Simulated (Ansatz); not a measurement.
SiO2

The calculation's input:

```
crystal:
  lattice:
    - [-4.3662230959, 4.3662230959, 2.5552149762]
    - [4.3662230959, -4.3662230959, 2.5552149762]
    - [4.508793646, 4.508793646, -2.5552149762]
  atoms:
    - { symbol: Si, position: [0.1768150124, 0.1768150124, 0.3536300247] }
    - { symbol: Si, position: [0.8240651812, 0.1759348188, 0.0] }
    - { symbol: Si, position: [0.1759348188, 0.8240651812, 0.0] }
    - { symbol: Si, position: [0.8231849876, 0.8231849876, 0.6463699753] }
    - { symbol: O, position: [0.5, 0.5, 0.5] }
    - { symbol: O, position: [0.0, 0.5, 0.0] }
    - { symbol: O, position: [0.5, 0.0, 0.0] }
    - { symbol: O, position: [0.0, 0.0, 0.5] }
    - { symbol: O, position: [-0.0003299649, 0.2086054938, 0.2082755289] }
    - { symbol: O, position: [0.7913945062, 0.0003299649, 0.7917244711] }
    - { symbol: O, position: [0.2086054938, -0.0003299649, 0.2082755289] }
    - { symbol: O, position: [0.0003299649, 0.7913945062, 0.7917244711] }
basis:
  ecutwfc: 420
kpoints:
  mp_grid: { grid: [6, 6, 6] }
hamiltonian:
  xc: lda
scf:
  occupations: { method: gaussian, width: 0.02 }
output:
  forces: true
  stress: true
  eigenvalues: true
  write_density: true
  write_potential: true
  elf: true
  volumetric_format: npy
relax:
  adjacent_minimum: "off"
  f_tol: 0.008
  max_steps: 40
  cell: { stress_tol: 0.015, fix: [a, b, gamma] }
```

Run with:

```sh
ansatz run input.yaml --threads 2 --pin off --max-ram 5120MiB --backend cpu --events-out ev --progress --plain --runs-dir out
```

Below, planes, directions and counts refer to the conventional cell (a = 5.11 Å, b = 12.35 Å, c = 12.91 Å, α = 90.00°, β = 90.00°, γ = 90.00°).

The fields are those of the run's last geometry, not of the input's.

Space group Fmmm; a structure from a database of computed crystals, not necessarily the ambient phase; changed on purpose from its base cell (biaxial strain in the a-b plane, c and atoms relaxed: -2.0 %); computed pressure about 3 GPa in this cell.

All numbers below come from DFT LDA, scalar-relativistic, plane waves, PAW in Ansatz 0.2.0.

**What will maps of the valence pseudo-density and electron localisation function show?**

Si–O (1.59 Å): the density is about 1.3 e/Å³ at the midpoint; the ELF peaks at about 0.85 between the atoms, as expected for a polar covalent bond.

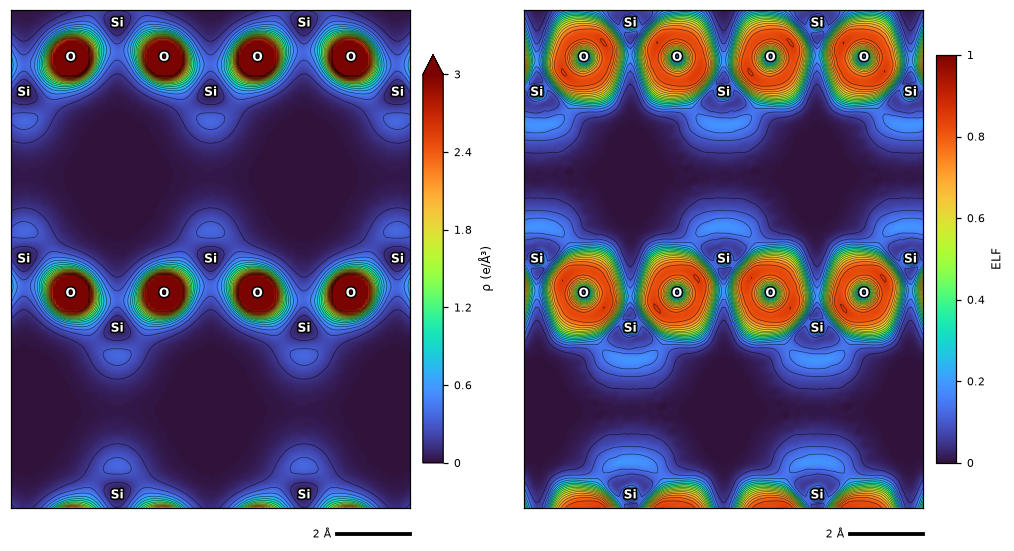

Computed valence pseudo-density and electron localisation function on the (010) plane of the conventional cell, in this order. 

In a PAW calculation such maps are meaningful between the atoms, not at the nuclei.
